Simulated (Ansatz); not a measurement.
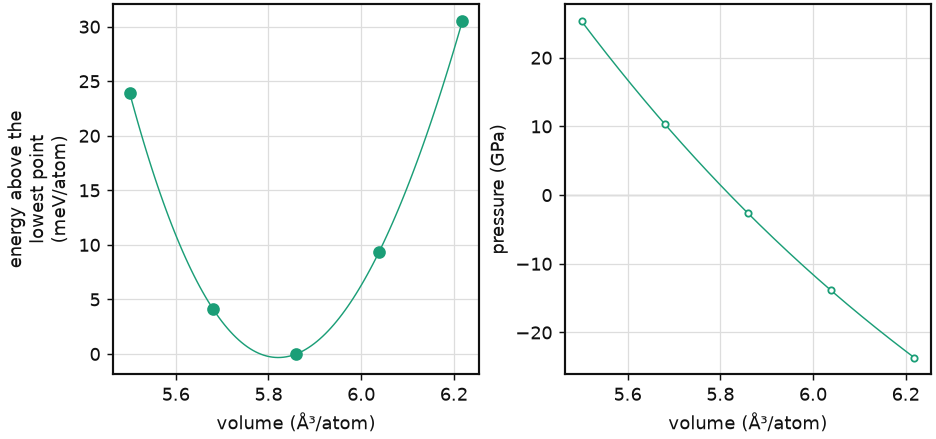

The figure shows the energy above the lowest point and pressure against volume for BN, space group F-43m (No. 216) (one of a set of cubic test structures, which need not be the stable phase).

Computed with Ansatz 0.2.0 development build: equation of state of a cubic crystal from periodic Kohn-Sham density functional theory without spin, third-order Birch-Murnaghan fit to the free energies; pressure corrected for the finite basis. Level: HSE06.

```
                setting                   value
         structure type             zinc blende
          atoms in cell                       2
     space group number                     216
       lattice centring  face-centred primitive
                 k mesh                   4×4×4
      occupation method             Fermi–Dirac
       occupation width                 0.05 eV
            wave cutoff                  700 eV
               datasets                hard PAW
      density tolerance                    0 eV
                  bands                       8
   density cutoff ratio                       4
search for lower states                 default
   exchange singularity             regularized
```

How stiff is the solid, and where is its volume at rest?

A third-order Birch–Murnaghan fit gives V0 = 5.82 Å³/atom, B0 = 404 GPa and B′ = 3.6.

What does the pressure do across the range?

It falls from 25.3 GPa at volume 5.5007 Å³/atom to −23.6 GPa at 6.2182 Å³/atom, and changes sign near 5.82 Å³/atom.

Note: coarse k-mesh, values are not converged in k; pseudopotentials made with PBE, not this functional.

The computed values:

```csv
volume (Å³/atom),energy above the lowest point (meV/atom),pressure (GPa)
5.5007,23.9,25.3
5.6801,4.1,10.3
5.8594,0.0,-2.6
6.0388,9.4,-13.9
6.2182,30.5,-23.6
```
